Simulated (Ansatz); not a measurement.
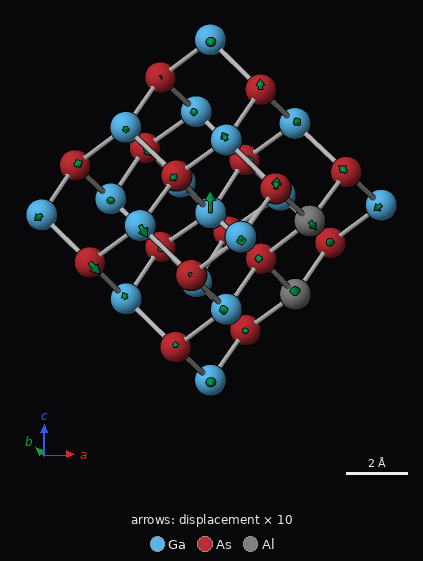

This is a relaxation of a crystal of Ga₂₈As₃₂Al₄ (a generated structure, set up in P1). The starting structure is drawn; green arrows show the displacements, magnified 10 times.

Style: ball-and-stick. Shown: the atoms within 5.8 Å of the atom that moves most (axes of the cell of the calculation), slightly off an axis.

All numbers below come from DFT, PBEsol, PAW, plane waves (Ansatz 0.2.0). Set-up: plane-wave cutoff 420 eV; k-point mesh 1 × 1 × 1; mesh shifted by (0.25, 0.25, 0.25); no spin polarisation; cell relaxed at fixed shape; force threshold 0.03 eV/Å; at most 80 steps.

What did the optimiser do to the structure, and how much energy did it gain?

Answer. Over 3 geometry steps the energy falls by 7.2 meV per atom. Largest force component: 0.81 eV/Å at the start, 0.013 eV/Å at the end. The pressure goes from 0.08 to 0.00 GPa. A Ga atom moves most: 0.077 Å along +c. By element the largest moves are Ga 0.077 Å, As 0.067 Å, Al 0.048 Å. The cell doesn't change. Among the contacts that change: As–Ga 2.390 → 2.452 Å, As–Ga 2.512 → 2.451 Å, Al–As 2.408 → 2.452 Å, As–Ga 2.493 → 2.453 Å. Among the angles between lasting bonds that change: As–Ga–As 105.9° → 109.5°, As–Ga–As 112.8° → 109.4°, As–Ga–As 106.7° → 109.4°. The space group stays P1 (No. 1).
